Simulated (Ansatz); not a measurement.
Consider Ti.

```yaml
crystal:
  lattice:
    - [4.56802, 0.00000, 0.00000]
    - [-2.28401, 3.95602, 0.00000]
    - [0.00000, 0.00000, 2.82456]
  atoms:
    - { symbol: Ti, position: [0.00000, 0.00000, 0.00000] }
    - { symbol: Ti, position: [0.33333, 0.66667, 0.50000] }
    - { symbol: Ti, position: [0.66667, 0.33333, 0.50000] }
```

Space group P6/mmm; a structure from a database of computed crystals, not necessarily the ambient phase; computed without spin polarisation.

Theory: DFT r2SCAN, scalar-relativistic, plane waves, PAW (Ansatz).

> What can the converged valence pseudo-density and electron localisation function tell about the bonding?

Ti–Ti (2.82 Å): ρ at the midpoint is about 0.19 e/Å³; the ELF is about 0.20 at the midpoint (no shared electron pair shows on this line).

> Does the calculation give a band gap?

It is metallic or semimetallic at this level of theory: no gap opens.

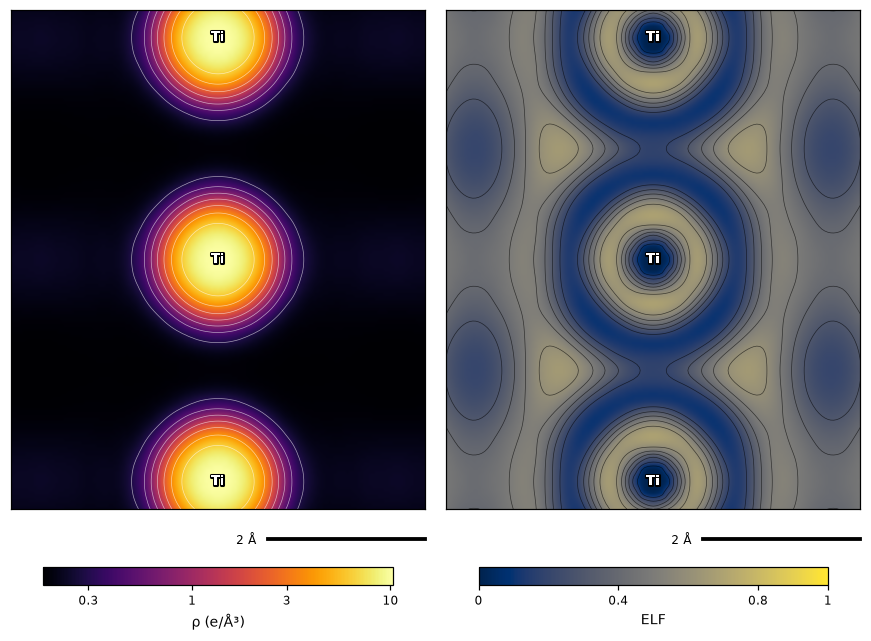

Computed valence pseudo-density and electron localisation function on the (100) plane of the conventional cell, in this order. 

In a PAW calculation such maps are meaningful between the atoms, not at the nuclei.
